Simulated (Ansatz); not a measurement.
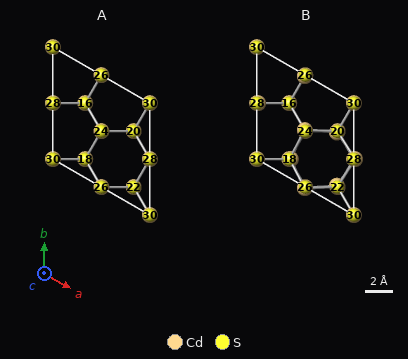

Two geometries of a defect cell of composition Cd₁₅S₁₆ (cell charge −2), drawn at one scale. One is the start of a relaxation, the other its converged end. The picture is a ball-and-stick view of the cell of the calculation (origin shifted), seen along the c axis.

Computed with DFT, PBE, plane-wave PAW, default files, scalar-relativistic (Ansatz 0.2.0). Settings: plane-wave cutoff 420 eV; k-point mesh 3 × 3 × 2; occupations fermi dirac; smearing width 0.01 eV; no spin polarisation; atoms relaxed in a fixed cell; force threshold 0.03 eV/Å; at most 40 steps.

### Which one is relaxed?

Structure B is the relaxed one. The largest moves, 0.19 Å, are those of S atoms. By element the largest moves are S 0.19 Å, Cd 0.17 Å. The lattice vectors keep their values. Some distances before and after: Cd–S 2.526 → 2.638 Å, Cd–S 2.526 → 2.607 Å, Cd–S 2.540 → 2.478 Å, Cd–S 2.540 → 2.592 Å. Among the angles between lasting bonds that change: S–Cd–S 109.6° → 124.3°, Cd–S–Cd 109.4° → 102.2°, S–Cd–S 109.4° → 102.5°. Over 3 geometry steps the energy falls by 0.608 eV per cell of the calculation. Largest force component: 0.86 eV/Å at the start, 0.025 eV/Å at the end.

Limits of the set-up: the periodic images lie only 8.3 Å apart, so the values are limited by the cell's size; the cell is charged, on a uniform background, and energies carry no finite-size correction.
